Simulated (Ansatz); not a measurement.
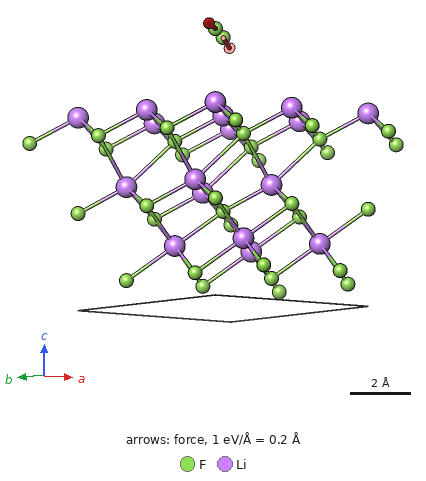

Starting geometry of a slab of composition Li6F7 (cut from the Fm-3m phase) with the computed forces as red arrows. The picture is a ball-and-stick view of the cell of the calculation, outlined in the plane, without the vacuum (origin shifted), seen from a free direction.

Case: 1 F2 a cell, tilted, over a top Li site. The slab is the (1 1 1) face of LiF with F2 on it. 12 atoms are held fixed.

Computed with DFT PBE+D3(BJ), scalar-relativistic, plane waves, PAW (Ansatz 0.2.0).

Input file:
```yaml
crystal:
  lattice:
    - [5.6574267962, 0.0, 0.0]
    - [-2.8287133981, 4.8994753256, 0.0]
    - [0.0, 0.0, 23.850187045]
  atoms:
    - { symbol: F, position: [0.1666666667, 0.3333333333, 0.3354271388] }
    - { symbol: F, position: [0.1666666667, 0.8333333333, 0.3354271388] }
    - { symbol: F, position: [0.6666666667, 0.3333333333, 0.3354271388] }
    - { symbol: F, position: [0.6666666667, 0.8333333333, 0.3354271388] }
    - { symbol: Li, position: [0.3333333333, 0.1666666667, 0.3838467762] }
    - { symbol: Li, position: [0.3333333333, 0.6666666667, 0.3838467762] }
    - { symbol: Li, position: [0.8333333333, 0.1666666667, 0.3838467762] }
    - { symbol: Li, position: [0.8333333333, 0.6666666667, 0.3838467762] }
    - { symbol: F, position: [0.5, 0.5, 0.4322664136] }
    - { symbol: F, position: [0.5, 0.0, 0.4322664136] }
    - { symbol: F, position: [0.0, 0.5, 0.4322664136] }
    - { symbol: F, position: [0.0, 0.0, 0.4322664136] }
    - { symbol: Li, position: [0.6666666667, 0.3333333333, 0.4690051195] }
    - { symbol: Li, position: [0.6666666667, 0.8333333333, 0.4690051195] }
    - { symbol: Li, position: [0.1666666667, 0.3333333333, 0.4690051195] }
    - { symbol: Li, position: [0.1666666667, 0.8333333333, 0.4690051195] }
    - { symbol: F, position: [0.8333333333, 0.6666666667, 0.5335062181] }
    - { symbol: F, position: [0.8333333333, 0.1666666667, 0.5335062181] }
    - { symbol: F, position: [0.3333333333, 0.6666666667, 0.5335062181] }
    - { symbol: F, position: [0.3333333333, 0.1666666667, 0.5335062181] }
    - { symbol: Li, position: [0.0, 0.5, 0.5692018192] }
    - { symbol: Li, position: [0.0, 0.0, 0.5692018192] }
    - { symbol: Li, position: [0.5, 0.5, 0.5692018192] }
    - { symbol: Li, position: [0.5, 0.0, 0.5692018192] }
    - { symbol: F, position: [0.5, 0.0, 0.6807313429] }
    - { symbol: F, position: [0.2380320455, -0.2354608148, 0.6839220935] }
basis:
  ecutwfc: 420
kpoints:
  mp_grid: { grid: [3, 3, 1] }
hamiltonian:
  xc: pbe
  dispersion: d3bj
scf:
  occupations: { method: gaussian, width: 0.05 }
output:
  forces: true
  eigenvalues: true
relax:
  adjacent_minimum: "off"
  f_tol: 0.04
  max_steps: 100
  constraints: [{ sites: [0, 1, 2, 3, 4, 5, 6, 7, 8, 9, 10, 11] }]
efield:
  axis: 3
  dipole_correction: true
  ramp_width: 0.04
```

Launched with:
```bash
ansatz run input.yaml --threads 2 --pin off --max-ram 5120MiB --backend cpu --events-out ev --progress --plain --runs-dir out
```

Question: Is this structure relaxed? If not, where do the atoms go?

Answer: It isn't relaxed: the largest force vector, on F atoms, is 7.81 eV/Å. The final displacements follow the starting forces only in part (cosine between the two patterns 0.38). The energy falls by 8.573 eV per cell of the calculation in 16 geometry steps. Largest force component: 6.3 eV/Å at the start, 0.035 eV/Å at the end. The largest move is that of F25, 2.25 Å at 50° to the normal (−c side). By element the largest moves are F 2.25 Å, Li 0.41 Å. The lattice vectors keep their values. Among the contacts that change: Li23–F25 3.883 → 1.781 Å, Li21–F25 3.883 → 1.837 Å, Li22–F26 3.587 → 1.778 Å, F25–F26 1.415 → 2.827 Å. New bonds form: Li21–F25 (3.88 → 1.84 Å), Li21–F26 (3.09 → 1.85 Å), Li22–F26 (3.59 → 1.78 Å), Li23–F25 (3.88 → 1.78 Å). Among the angles between lasting bonds that change: Li23–F20–Li24 100.3° → 82.3°, Li22–F20–Li24 100.3° → 82.7°, F18–Li24–F19 100.3° → 84.1°. Cost: 7.2 min on 2 threads of Arm Neoverse V2, with other jobs on the host, peak memory 1.2 GiB.

Limits of the set-up: the k-point mesh is coarse for a cell with partly filled bands; the periodic images lie only 5.7 Å apart, so the values are limited by the cell's size.
